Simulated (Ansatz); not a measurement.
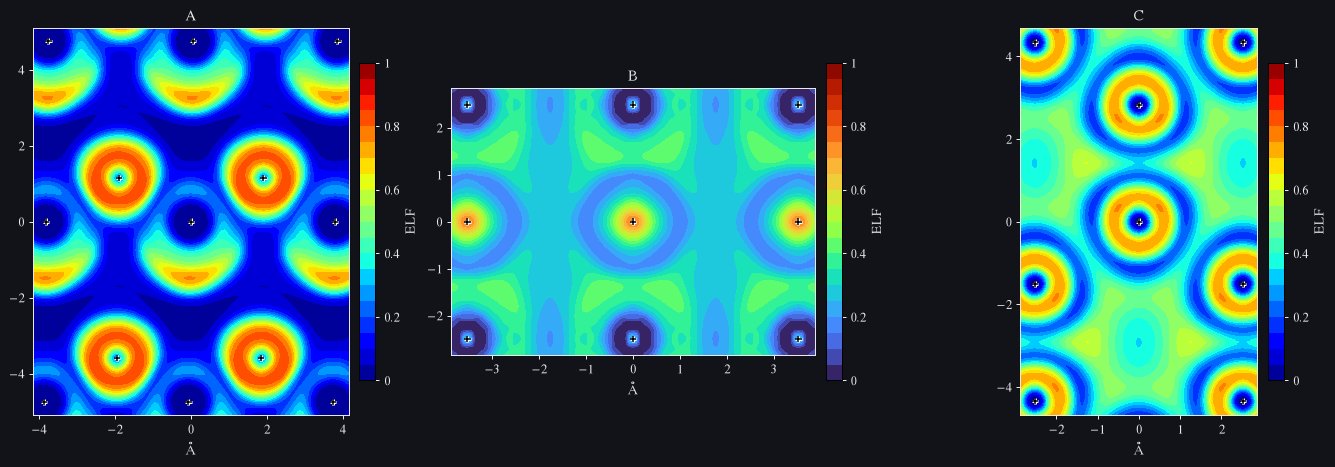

The ELF of 3 systems, each on a plane through atoms (crosses mark nuclei in the plane).

Method: DFT PBEsol, scalar-relativistic, plane waves, PAW (Ansatz).

System 1: SnO, the (100) plane of the calculation cell. Space group C2/m; a structure from a database of computed crystals, not necessarily the ambient phase; changed on purpose from its base cell (strain +0.0175 x Voigt [0, 0, 0, 1, 0, 0], atoms carried along).

```
Sn O
1.0
     2.69103   -2.69103   -0.02355
     2.69103    2.69103    0.02355
     0.00000    0.08315    9.50277
Sn O
4 4
Direct
  0.75001 0.24999 0.87123
  0.24999 0.75001 0.12877
  0.74999 0.25001 0.37123
  0.25001 0.74999 0.62877
  0.25000 0.25000 0.25000
  0.75000 0.75000 0.75000
  0.25000 0.25000 0.75000
  0.75000 0.75000 0.25000
```

System 2: Ni₃Ge, the (001) plane of the calculation cell. Space group Pm-3m; a structure from a database of computed crystals, not necessarily the ambient phase; computed without spin polarisation.

System 3: Ta₂Si, the (110) plane of the conventional cell. Space group I4/mcm; a structure from a database of computed crystals, not necessarily the ambient phase.

Match each panel to its system.

Panel A is system 1, SnO: the plane holds Sn and O. Sn–O (2.21 Å): the ELF peaks at about 0.85 in the valence shell of O, 0.6 Å from its nucleus, and is about 0.20 at the midpoint; no shared electron pair shows on this line. Panel B is system 2, Ni₃Ge: the plane holds Ni and Ge. Ni–Ge (2.49 Å): the ELF is about 0.35 at the midpoint. Panel C is system 3, Ta₂Si: the plane holds Ta. Ta–Ta (2.83 Å): the ELF is about 0.35 at the midpoint.
